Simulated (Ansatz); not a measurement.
# How well the gap of P2Ir (P2_1/c) can be computed, part 2 of 3

Aim: a best estimate of the quasiparticle gap of P2Ir (P2_1/c), with each correction and its cost laid out.

Ansatz 0.2.0; density functionals, hybrids, G0W0, plane waves, PAW. Known limits of the many-body steps: not at the basis limit; no spin polarisation; d states lean on the start; no spin-orbit coupling; coarse k mesh.

So far. Step 5 (HSE06): The gap stands +0.52 eV against LDA. Step 6 (PBE0): The gap stands +1.17 eV against LDA.

In doubt: masses and optical values from hybrid runs of this build are listed as unsure (step 12), which bears on the screening that GW takes from such a start.

### Step 7. Dielectric tensor

ε∞ sets how strongly the crystal screens. Perturbation theory gives it with local fields and without a sum over empty bands.

This step: dielectric response by perturbation theory, LDA, plane waves, PAW.

input.yaml

```yaml
crystal:
  lattice:
    - [5.7723350975, 0.0, 0.0]
    - [0.0, 5.80673151, 0.0]
    - [-2.1284997265, 0.0, 5.4731408836]
  atoms:
    - { symbol: P, position: [0.1580067, 0.88188186, 0.87028772] }
    - { symbol: P, position: [0.8419933, 0.38188186, 0.62971228] }
    - { symbol: P, position: [0.8419933, 0.11811814, 0.12971228] }
    - { symbol: P, position: [0.1580067, 0.61811814, 0.37028772] }
    - { symbol: P, position: [0.33432299, 0.37720527, 0.18854639] }
    - { symbol: P, position: [0.66567701, 0.87720527, 0.31145361] }
    - { symbol: P, position: [0.66567701, 0.62279473, 0.81145361] }
    - { symbol: P, position: [0.33432299, 0.12279473, 0.68854639] }
    - { symbol: Ir, position: [0.27186641, 0.49883041, 0.79157869] }
    - { symbol: Ir, position: [0.72813359, 0.99883041, 0.70842131] }
    - { symbol: Ir, position: [0.72813359, 0.50116959, 0.20842131] }
    - { symbol: Ir, position: [0.27186641, 0.00116959, 0.29157869] }
kpoints:
  mp_grid: { grid: [4, 4, 4] }
hamiltonian:
  xc: lda
scf:
  occupations: { method: fixed }
dielectric: {}
```

On the command line:

```sh
$ ansatz run input.yaml --threads 24 --pin off --max-ram 82944MiB --backend cuda --events-out ev --progress --plain --runs-dir out --devices 1 --max-vram 78GiB
```

Numbers of over 12 decimals in the logs are rounded to 6 here.

Output:

```text
GPUs: using 1 of 1 available (devices: 1).
[...]
Crystal: 12 atoms, lattice volume = 183.451 Å³
Basis set: ecut = 420 eV, 3599 PW (Γ), exchange–correlation on 80×80×80 points (8 copies of the dense FFT grid, shifted against one another)
Bands: 66, of which v1, the nominal top of the filled ones, is band 54 counted from 1 (53 counted from 0)
Symmetry: 4 space group operations
k-points: 36 of 64 (irreducible under 1 space group operation, time reversal used)
[...]
SCF iter   1: F=—  HF=-52471.018940 eV  |F-HF|=—  |Δ(HF+E_count)|=         —  Δρ=6.85e-3  dr2=5.32e-2  ethr=1.77e-3  ⟨swp⟩=4.9  Hψ=8354  notcnv=0  defer=347
[...]
SCF iter   2: F=—  HF=-52471.008332 eV  |F-HF|=—  |Δ(HF+E_count)|=   1.06e-2  Δρ=3.77e-3  dr2=1.35e-2  ethr=4.93e-5  ⟨swp⟩=2.1  Hψ=3431  notcnv=0  defer=360
[...]
SCF iter   9: F=-52471.004921 eV  HF=-52471.004921 eV  |F-HF|=1.46e-11  |Δ(HF+E_count)|=  1.02e-10  Δρ=1.61e-7  dr2=3.25e-11  ethr=1.00e-12  ⟨swp⟩=12.7  Hψ=10924  notcnv=0
SCF 1 converged in 9 iterations: F = -52471.004921 eV  dr2 = 3.25e-11
[...]
the response reads at least the filled bands of the reference SCF and the lowest empty band at each k-point, and that SCF's band table does not vouch for those bands. The notice of the band table in this run's record says why
[...]
--- Band table (eV; the first three rows and the last of 36) ---
  k-point 0: bands = [... 50 lower, 11.7532, 12.1566, 12.3436, 12.4760, 14.3842, 15.1850, 16.1156, 16.5010, ... 4 higher]
  k-point 1: bands = [... 50 lower, 11.9313, 12.0071, 12.5784, 12.9211, 14.6599, 15.1509, 16.1093, 16.2192, ... 4 higher]
  k-point 2: bands = [... 50 lower, 11.9370, 11.9370, 13.3082, 13.3082, 15.1219, 15.1219, 15.8258, 15.8258, ... 4 higher]
  k-point 35: bands = [... 50 lower, 12.9944, 12.9944, 13.7679, 13.7679, 15.3879, 15.3879, 16.1484, 16.1484, ... 3 higher]
--- Dielectric response (ions clamped): 3 representative field directions + reference, inside a basis on a mesh of 216 k-points (Σ response iterations 15) ---
  ε∞ (high-frequency dielectric tensor):
       16.215732    -0.000000     0.611987
       -0.000000    17.186967    -0.000000
        0.611987    -0.000000    16.892627
  Born effective charges Z* (e; rows j = field, columns β = displacement):
    site 0:
         2.14520    0.17836    0.56042
         0.17602    2.14215   -0.29170
        -0.11224   -0.15736    2.70839
    site 1:
         2.14520   -0.17836    0.56042
        -0.17602    2.14215    0.29170
[...]
site 2:
[...]
site 3:
[...]
site 4:
[...]
site 5:
[...]
site 6:
[...]
site 7:
[...]
site 8:
[...]
site 9:
[...]
site 10:
[...]
0.08231   -0.01511   -5.21004
    site 11:
        -5.08098    0.17819   -0.30126
         0.76057   -4.63997   -0.48753
         0.08231    0.01511   -5.21004
  Z* charge neutrality: 1.973e-2 e pre-enforcement
  solved inside a basis spanned on kpoints, on 6×6×6 k-points, its susceptibility summed on 10×8×10: ε∞ is read to err by 8.0e-2, Z* by 4.8e-2 e (field_mesh: kpoints solves on kpoints); Z* is corrected for what the basis lacks
[key lines of the parts left out:]
SCF converged after 9 iterations
Free energy (F): -52471.004921 eV
Fermi energy:    13.767889 eV
```

Elapsed: 11 s, on 1 × NVIDIA GB200 (shared by 2 runs) with 24 threads of Arm Neoverse V2, shared host; peak memory 3.4 GiB; 98 s of CPU time.

This step gave:

| Property | Result |
| --- | --- |
| stated error of ε∞ | 0.08 |

One over ε∞ averages 0.06, well under the quarter of exact exchange in PBE0, which by this rule of thumb may open the gap too far, though a start with so narrow a gap overstates ε∞.

High-frequency dielectric tensor:

```
16.22  0.00  0.61
 0.00 17.19  0.00
 0.61  0.00 16.89
```

### Step 8. G0W0, 4×2×4 mesh, 138 empty bands, screening to 48 eV

Now the one-shot GW correction: screening in the RPA, then the self-energy of the levels asked for.

This step: G0W0 on LDA, plane waves, PAW.

input.yaml: that of step 7 with these lines changed.

```diff
@@ -19,3 +19,3 @@
 kpoints:
-  mp_grid: { grid: [4, 4, 4] }
+  mp_grid: { grid: [4, 2, 4] }
 hamiltonian:
@@ -24,2 +24,7 @@
   occupations: { method: fixed }
-dielectric: {}
+gw:
+  n_empty_bands: 138
+  ecut_chi: 48
+  qp_bands: [v4, c4]
+  qp_kpoints: band_edges
+  screening: { model: contour_deformation }
```

Output:

```text
GPUs: using 1 of 1 available (devices: 1).
[...]
Crystal: 12 atoms, lattice volume = 183.451 Å³
Basis set: ecut = 420 eV, 3599 PW (Γ)
Bands: 66, of which v1, the nominal top of the filled ones, is band 54 counted from 1 (53 counted from 0)
Symmetry: 4 space group operations
[...]
k-points: 20 of 32
[...]
12    57     15.6483   -17.3103    -3.0767   -21.5378  0.7780    16.8204    16.7991  root
[...]
19    55     15.3787   -18.4357    -2.8698   -22.5189  0.7822    16.6140    16.5923  root
    19    56     15.3787   -18.4357    -2.8698   -22.5189  0.7822    16.6140    16.5923  root
    19    57     16.1470   -14.1272    -3.3580   -18.4672  0.7660    17.1468    17.1290  root
    19    58     16.1470   -14.1272    -3.3580   -18.4672  0.7660    17.1468    17.1290  root
[key lines of the parts left out:]
SCF converged after 7 iterations
Free energy (F): -52470.924009 eV
Fermi energy:    13.767467 eV
```

Run time: 5.6 s. Hardware: 1 × NVIDIA GB200 (shared by 2 runs) with 24 threads; peak memory 1.6 GiB; 24 s of CPU time.

This step gave:

```
bands summed                                 : 192
RPA ε∞ on this mesh (eigenvalues)            : 16.13, 17.92, 19.32
plane waves in the screening matrix          : 141
G0W0 gap on the mesh                         : 1.100 eV
k of the valence top                         : -0.5, -0.5, -0.5
k of the conduction bottom                   : 0, 0, 0
starting gap on the mesh                     : 0.6132 eV
least direct G0W0 gap on the computed points : 1.996 eV
```

The gap on the mesh goes from 0.61 eV to 1.10 eV, a correction of +0.49 eV. Between the two edge states, bare exchange in place of the xc potential would open the gap by 4.20 eV, and correlation takes back 3.72 eV.

### Step 9. G0W0, 4×2×4 mesh, 391 empty bands, screening to 96 eV

Bands and screening cutoff are moved together, since each hides the error of the other.

input.yaml: that of step 8 with these lines changed.

```diff
@@ -25,4 +25,4 @@
 gw:
-  n_empty_bands: 138
-  ecut_chi: 48
+  n_empty_bands: 391
+  ecut_chi: 96
   qp_bands: [v4, c4]
```

Output:

```text
GPUs: using 1 of 1 available (devices: 1).
[...]
Crystal: 12 atoms, lattice volume = 183.451 Å³
Basis set: ecut = 420 eV, 3599 PW (Γ)
Bands: 66, of which v1, the nominal top of the filled ones, is band 54 counted from 1 (53 counted from 0)
Symmetry: 4 space group operations
[...]
k-points: 20 of 32
[...]
12    57     15.6483   -17.3103    -3.5469   -21.5378  0.7693    16.3351    16.3289  root
[...]
19    55     15.3787   -18.4357    -3.3570   -22.5189  0.7738    16.1116    16.1050  root
    19    56     15.3787   -18.4357    -3.3570   -22.5189  0.7738    16.1116    16.1050  root
    19    57     16.1470   -14.1272    -3.8273   -18.4672  0.7578    16.6649    16.6597  root
    19    58     16.1470   -14.1272    -3.8273   -18.4672  0.7578    16.6649    16.6597  root
[key lines of the parts left out:]
SCF converged after 7 iterations
Free energy (F): -52470.924009 eV
Fermi energy:    13.767467 eV
```

Run time: 11 s. Hardware: 1 × NVIDIA GB200 (shared by 2 runs) with 24 threads; peak memory 2.4 GiB.

This step gave:

```yaml
bands_summed: 445
rpa_eps_infinity_on_this_mesh_eigenvalues: 15.87, 17.57, 18.90
plane_waves_in_the_screening_matrix: 399
g0w0_gap_on_the_mesh: 1.139 eV
k_of_the_valence_top: -0.5, -0.5, -0.5
k_of_the_conduction_bottom: 0, 0, 0
starting_gap_on_the_mesh: 0.6132 eV
least_direct_g0w0_gap_on_the_computed_points: 2.016 eV
```

Against the run with 4×2×4 mesh, 138 empty bands, screening to 48 eV, the gap moves by +0.04 eV.

### Step 10. G0W0, 4×2×4 mesh, 843 empty bands, screening to 160 eV

input.yaml: that of step 9 with these lines changed.

```diff
@@ -25,4 +25,4 @@
 gw:
-  n_empty_bands: 391
-  ecut_chi: 96
+  n_empty_bands: 843
+  ecut_chi: 160.0
   qp_bands: [v4, c4]
```

Output:

```text
GPUs: using 1 of 1 available (devices: 1).
[...]
Crystal: 12 atoms, lattice volume = 183.451 Å³
Basis set: ecut = 420 eV, 3599 PW (Γ)
Bands: 66, of which v1, the nominal top of the filled ones, is band 54 counted from 1 (53 counted from 0)
Symmetry: 4 space group operations
[...]
k-points: 20 of 32
[...]
SCF iter   1: F=—  HF=-52470.939616 eV  |F-HF|=—  |Δ(HF+E_count)|=         —  Δρ=6.87e-3  dr2=5.31e-2  ethr=1.77e-3  ⟨swp⟩=5.0  Hψ=4633  notcnv=0  defer=195
[...]
SCF iter   7: F=-52470.924009 eV  HF=-52470.924009 eV  |F-HF|=6.21e-9  |Δ(HF+E_count)|=   2.05e-8  Δρ=3.04e-6  dr2=1.97e-8  ethr=9.26e-11  ⟨swp⟩=12.1  Hψ=5595  notcnv=0
SCF 1 converged in 7 iterations: F = -52470.924009 eV  dr2 = 1.97e-8
[...]
G₀W₀ screening: q 1/20
[... further progress lines ...]
[...]
SCF converged after 7 iterations
Free energy (F): -52470.924009 eV
[...]
Internal energy: -52470.924009 eV  (E = F + TS)
E sigma→0 (E₀):  -52470.924009 eV
Fermi energy:    13.767467 eV
[...]
9    58     16.2432   -15.8729    -4.0497   -20.3353  0.7682    16.6580    16.6558  root
    12    51     13.1733   -20.0016     1.6024   -18.2425  0.7702    13.0164    13.0167  root
    12    52     13.1733   -20.0016     1.6024   -18.2425  0.7702    13.0164    13.0167  root
    12    53     13.5655   -19.0569     1.2012   -17.7000  0.7770    13.4097    13.4100  root
    12    54     13.5655   -19.0569     1.2012   -17.7000  0.7770    13.4097    13.4100  root
    12    55     15.2709   -15.9529    -3.4850   -19.7657  0.7672    15.6002    15.5988  root
    12    56     15.2709   -15.9529    -3.4850   -19.7657  0.7672    15.6002    15.5988  root
    12    57     15.6483   -17.3103    -3.7831   -21.5378  0.7665    16.0953    16.0927  root
    12    58     15.6483   -17.3103    -3.7831   -21.5378  0.7665    16.0953    16.0927  root
    14    51     12.1340   -23.8220     2.7062   -21.0417  0.7507    12.0598    12.0599  root
    14    52     12.2082   -19.1046     1.9091   -17.0141  0.7595    12.0263    12.0268  root
    14    53     13.4672   -20.1510     1.3400   -18.6977  0.7748    13.3538    13.3540  root
    14    54     13.6926   -19.9259     1.3482   -18.4579  0.7759    13.5726    13.5728  root
    14    55     15.2305   -18.7586    -3.1613   -22.2986  0.7602    15.6113    15.6093  root
    14    56     15.5340   -15.5471    -3.9170   -19.8628  0.7706    15.9346    15.9326  root
    14    57     15.8620   -13.9938    -4.0795   -18.4104  0.7686    16.2007    16.1992  root
    14    58     16.0218   -16.5901    -3.7445   -20.6916  0.7561    16.3805    16.3787  root
    15    51     12.5020   -22.1095     2.1949   -19.8047  0.7602    12.3919    12.3921  root
    15    52     13.0247   -17.3158     1.1390   -15.9543  0.7740    12.8018    12.8022  root
    15    53     13.0700   -20.4139     1.5413   -18.7576  0.7704    12.9548    12.9550  root
    15    54     13.3479   -21.3566     1.6596   -19.6103  0.7696    13.2611    13.2612  root
    15    55     15.2071   -17.0030    -3.4357   -20.8134  0.7660    15.5837    15.5818  root
    15    56     15.4480   -14.6629    -3.9184   -18.9558  0.7744    15.8241    15.8224  root
    15    57     16.1740   -13.9545    -4.1642   -18.4484  0.7638    16.5055    16.5038  root
[...]
19    51     12.9935   -18.6051     1.5599   -16.8338  0.7706    12.7816    12.7822  root
    19    52     12.9935   -18.6051     1.5599   -16.8338  0.7706    12.7816    12.7822  root
    19    53     13.7675   -17.0863     0.7403   -16.1549  0.7823    13.5761    13.5764  root
    19    54     13.7675   -17.0863     0.7403   -16.1549  0.7823    13.5761    13.5764  root
    19    55     15.3787   -18.4357    -3.6058   -22.5189  0.7710    15.8586    15.8562  root
    19    56     15.3787   -18.4357    -3.6058   -22.5189  0.7710    15.8586    15.8562  root
    19    57     16.1470   -14.1272    -4.0522   -18.4672  0.7551    16.4365    16.4348  root
    19    58     16.1470   -14.1272    -4.0522   -18.4672  0.7551    16.4365    16.4348  root
```

It took 42 s on 1 × NVIDIA GB200 (shared by 2 runs) with 24 threads; peak memory 4.7 GiB; 2.4 min of CPU time.

This step gave:

```yaml
bands_summed: 897
rpa_eps_infinity_on_this_mesh_eigenvalues: 15.78, 17.46, 18.80
plane_waves_in_the_screening_matrix: 843
q_points_in_the_mesh: 32
g0w0_gap_on_the_mesh: 1.152 eV
k_of_the_valence_top: -0.5, -0.5, -0.5
k_of_the_conduction_bottom: 0, 0, 0
starting_gap_on_the_mesh: 0.6132 eV
z_at_the_valence_top: 0.7823
z_at_the_conduction_bottom: 0.7651
least_direct_g0w0_gap_on_the_computed_points: 2.017 eV
```

Against the run with 4×2×4 mesh, 391 empty bands, screening to 96 eV, the gap moves by +0.013 eV.

Limits: finite bands, cutoff and mesh; no spin polarisation; d states lean on the start; no spin-orbit coupling; coarse k mesh. v1 is the top filled band, c1 the lowest empty one. The levels before and after the correction (eV, zero at the valence-band top of each column):

```
           conduction bottom  valence top
Kohn-Sham               0.61         0.00
     G0W0               1.15         0.00
```

```
                            level  occupation  energy (eV)
Kohn-Sham                    Γ v3           2       -1.623
Kohn-Sham                    Γ v2           2       -1.439
Kohn-Sham                    Γ v1           2       -1.295
Kohn-Sham                    Γ c1           0        0.613
Kohn-Sham                    Γ c2           0        1.415
Kohn-Sham                    Γ c3           0        2.348
Kohn-Sham     (-0.5 -0.5 -0.5) v3           2       -0.774
Kohn-Sham  (-0.5 -0.5 -0.5) v2-v1           2        0.000
Kohn-Sham  (-0.5 -0.5 -0.5) c1-c2           0        1.611
Kohn-Sham     (-0.5 -0.5 -0.5) c3           0        2.380
     G0W0                    Γ v3           2       -1.444
     G0W0                    Γ v2           2       -1.248
     G0W0                    Γ v1           2       -1.098
     G0W0                    Γ c1           0        1.152
     G0W0                    Γ c2           0        1.850
     G0W0                    Γ c3           0        2.905
     G0W0     (-0.5 -0.5 -0.5) v3           2       -0.794
     G0W0  (-0.5 -0.5 -0.5) v2-v1           2        0.000
     G0W0  (-0.5 -0.5 -0.5) c1-c2           0        2.280
     G0W0     (-0.5 -0.5 -0.5) c3           0        2.858
```

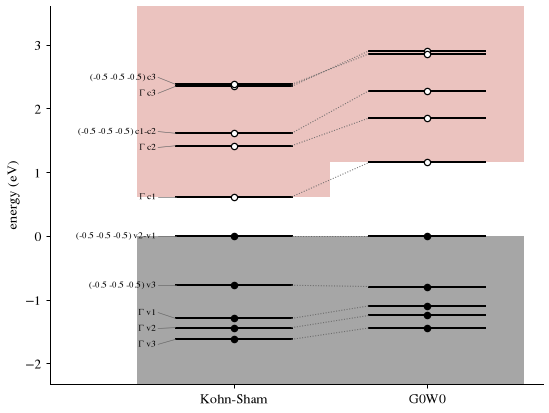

Levels before and after the correction. Shaded: valence and conduction bands. Filled marks are occupied levels, open marks empty ones.

The parts of the quasiparticle energy at the two band edges (eV; QP = start + Σx + Σc − Vxc):

```
      run               edge  start      Σx     Σc     Vxc     Z     QP
192 bands        valence top  13.77  -17.09   1.48  -16.15  0.79  14.31
192 bands  conduction bottom  14.38  -17.67  -2.24  -20.94  0.78  15.41
445 bands        valence top  13.77  -17.09   0.98  -16.15  0.78  13.82
445 bands  conduction bottom  14.38  -17.67  -2.70  -20.94  0.77  14.96
897 bands        valence top  13.77  -17.09   0.74  -16.15  0.78  13.58
897 bands  conduction bottom  14.38  -17.67  -2.92  -20.94  0.77  14.73
```

### Step 11. G0W0@LDA, 2×2×2 mesh, 391 empty bands, screening to 96 eV

Only the mesh changes. It samples the long-range screening, which converges on its own terms. Bands and cutoff differ from the step before, so it is read against an earlier run that matches them.

input.yaml: that of step 10 with these lines changed.

```diff
@@ -19,3 +19,3 @@
 kpoints:
-  mp_grid: { grid: [4, 2, 4] }
+  mp_grid: { grid: [2, 2, 2] }
 hamiltonian:
@@ -25,4 +25,4 @@
 gw:
-  n_empty_bands: 843
-  ecut_chi: 160.0
+  n_empty_bands: 391
+  ecut_chi: 96
   qp_bands: [v4, c4]
```

Output:

```text
GPUs: using 1 of 1 available (devices: 1).
[...]
Crystal: 12 atoms, lattice volume = 183.451 Å³
Basis set: ecut = 420 eV, 3599 PW (Γ)
Bands: 66, of which v1, the nominal top of the filled ones, is band 54 counted from 1 (53 counted from 0)
Symmetry: 4 space group operations
[...]
k-points: 8
[...]
1    57     15.8214   -15.4764    -3.9020   -19.9888  0.7678    16.4374    16.4317  root
[...]
7    55     15.3657   -18.1329    -3.6610   -22.5176  0.7697    16.0969    16.0893  root
     7    56     15.3657   -18.1329    -3.6610   -22.5176  0.7697    16.0969    16.0893  root
     7    57     16.1458   -14.0198    -3.9392   -18.4635  0.7569    16.6547    16.6504  root
     7    58     16.1458   -14.0198    -3.9392   -18.4635  0.7569    16.6547    16.6504  root
[key lines of the parts left out:]
SCF converged after 7 iterations
Free energy (F): -52470.723898 eV
Fermi energy:    13.772923 eV
```

Wall time 2.8 s (1 × NVIDIA GB200 (shared by 2 runs) with 24 threads); peak memory 1.7 GiB; 10 s of CPU time.

Numbers from this step:

* bands summed: 445
* RPA ε∞ on this mesh (eigenvalues): 17.62, 19.47, 21.59
* plane waves in the screening matrix: 399
* G0W0 gap on the mesh: 1.130 eV
* k of the valence top: -0.5, -0.5, -0.5
* k of the conduction bottom: 0, 0, 0
* starting gap on the mesh: 0.6036 eV
* least direct G0W0 gap on the computed points: 1.999 eV

Against the run with 4×2×4 mesh, 391 empty bands, screening to 96 eV, the gap moves by −0.009 eV.

### Step 12. G0W0@HSE06, 4×2×4 mesh, 391 empty bands, screening to 96 eV

The same correction from a different start measures what one shot leaves open.

This step: G0W0 on HSE06, plane waves, PAW.

input.yaml: that of step 11 with these lines changed.

```diff
@@ -19,5 +19,5 @@
 kpoints:
-  mp_grid: { grid: [2, 2, 2] }
+  mp_grid: { grid: [4, 2, 4] }
 hamiltonian:
-  xc: lda
+  xc: hse06
 scf:
```

Output:

```text
GPUs: using 1 of 1 available (devices: 1).
[...]
Crystal: 12 atoms, lattice volume = 183.451 Å³
Basis set: ecut = 420 eV, 3599 PW (Γ)
Bands: 66, of which v1, the nominal top of the filled ones, is band 54 counted from 1 (53 counted from 0)
Symmetry: 4 space group operations
[...]
k-points: 20 of 32
[...]
12    55     15.7456   -15.7055    -3.2323   -19.2222  0.7943    16.0307    16.0300  root
    12    56     15.7456   -15.7055    -3.2323   -19.2222  0.7943    16.0307    16.0300  root
    12    57     16.2504   -16.8431    -3.5412   -20.7184  0.7949    16.5855    16.5845  root
[...]
19    55     15.9848   -17.9947    -3.4254   -21.8103  0.7969    16.3763    16.3751  root
    19    56     15.9848   -17.9947    -3.4254   -21.8103  0.7969    16.3763    16.3751  root
    19    57     16.6966   -13.9641    -3.6797   -17.8260  0.7856    16.8791    16.8787  root
    19    58     16.6966   -13.9641    -3.6797   -17.8260  0.7856    16.8791    16.8787  root
```

The job ended after 46 s (1 × NVIDIA GB200 (shared by 2 runs) with 24 threads; peak memory 3 GiB).

This step gave:

```
bands summed                                 : 445
RPA ε∞ on this mesh (eigenvalues)            : 11.73, 12.78, 13.12
plane waves in the screening matrix          : 399
G0W0 gap on the mesh                         : 1.362 eV
k of the valence top                         : -0.5, -0.5, -0.5
k of the conduction bottom                   : 0, 0, 0
starting gap on the mesh                     : 1.130 eV
least direct G0W0 gap on the computed points : 2.292 eV
```

Against the run with 4×2×4 mesh, 391 empty bands, screening to 96 eV on LDA, the gap moves by +0.22 eV, while the start moved by +0.52 eV.

[end of part 2 of 3]

[Paths, hosts, dates, memory and timing lines, banners, echoed tables and standing remarks are left out of the program output.]

[Logs are printed without paths, hosts, clocks, repeated set-up lines and the standing remarks that a program may print on its own settings, such as how far it seeks lower states.]

[Runs of the session that timed out or met a known fault of the program may be left out.]

[Cells called generated may have been cut or substituted from an entry of the Crystallography Open Database or the Materials Project.]

[Hosts, paths, dates, database ids (printed as entryN), source tags and the programs' standing remarks are cut or masked in the printed files.]
